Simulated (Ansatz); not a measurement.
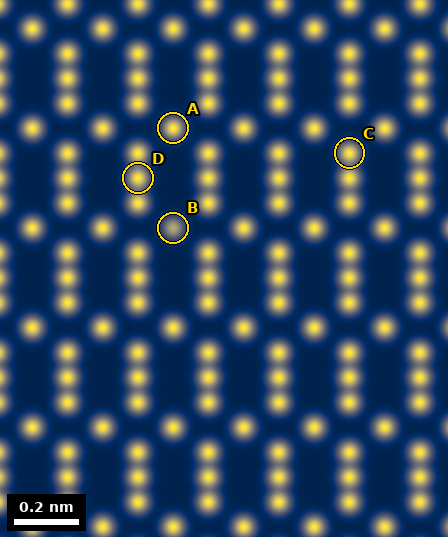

HAADF-like image of Ni (Pm-3n, No. 223) along [110]. Simulated incoherent Z contrast: every atom adds Z^1.7 spread by a probe of 0.50 Å full width; channelling and multiple scattering are left out. The display is stretched by a gamma of 0.8; percentages refer to the linear signal.

The sample is 3 repeats (18.7 Å) thick. One point defect was put into the perfect crystal, without relaxing the atoms around it. Brightness is counted from the darkest point of the image. Host structure: the geometry given to an electronic-structure calculation, possibly off equilibrium; the starting structure was generated, so it need not be a known form of this composition.

Which ringed column holds the defect, and does it scatter more or less than its equals?

Answer. B; it scatters less. The column holds 3 atoms (Ni) through the sample, and one Ni atom is missing, so its peak drops to about 65 % of that of its equals.
